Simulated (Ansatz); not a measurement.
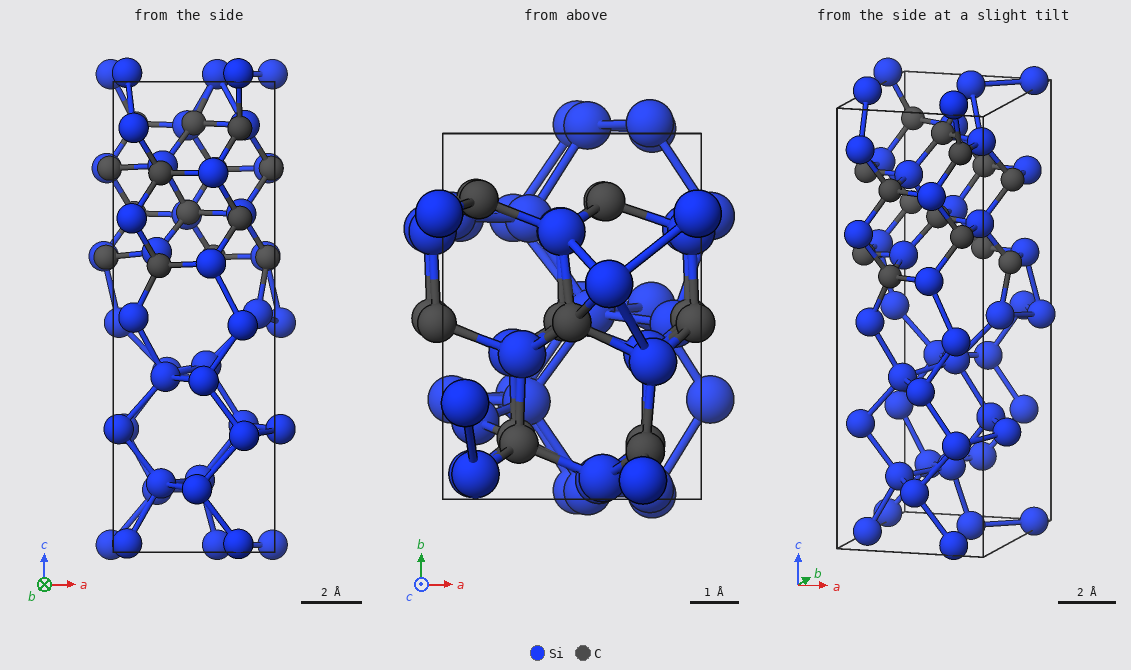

A ball-and-stick picture of a periodic stack of two materials, seen from the side, from above and from the side at a slight tilt; the box is the simulation cell in a reduced setting, and 1×1 cells are drawn in the plane (a layer on the cell's face shows at both ends).

What is joined to what, and on which faces?

Si (1 1 0) (Fd-3m, 20 atoms) and SiC (1 1 0) (F-43m, 24 atoms).

Give the in-plane cell and the period of the stack.

The in-plane vectors are 5.40 and 7.64 Å long, those of Si, to which SiC is strained; the stack repeats after 15.7 Å.

The atoms and the stacking vector were relaxed with DFT LDA, scalar-relativistic, plane waves, PAW in Ansatz 0.2.0, the in-plane cell held. The two parents, named as they started, are listed structures, not always the stable forms, and thin layers can change their stacking on relaxation.
